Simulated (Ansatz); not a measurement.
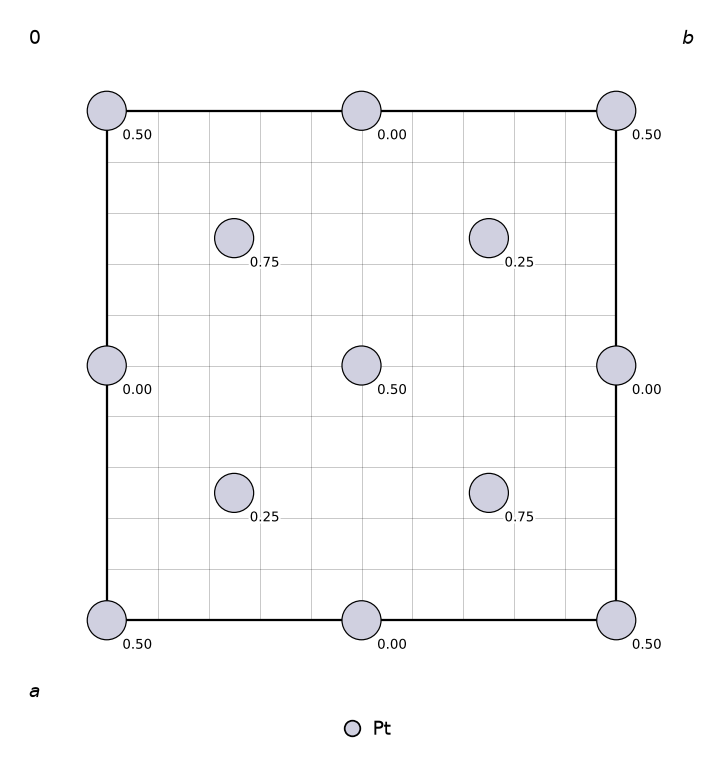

Plan of a unit cell projected along c (a down the page, b across); the numbers are heights as fractions of c, and atoms on the cell's edges are repeated. The grid marks tenths of a and b. Source: the input geometry of an electronic-structure calculation (not necessarily at equilibrium); the starting structure was generated, so it need not be a known form of this composition. Symmetry computed with spglib at a tolerance of 0.002 Å; standard conventional cell.

a = 5.815 Å, b = 5.815 Å, c = 5.815 Å, α = 90.00°, β = 90.00°, γ = 90.00°.

> What does the cell contain?

8 Pt: Pt, Z = 8.

> Give the fractional coordinates of all atoms, to two places.

```tsv
atom	x	y	z
Pt	0.75	0.75	0.75
Pt	0.00	0.50	0.00
Pt	0.75	0.25	0.25
Pt	0.00	0.00	0.50
Pt	0.25	0.75	0.25
Pt	0.50	0.50	0.50
Pt	0.25	0.25	0.75
Pt	0.50	0.00	0.00
```
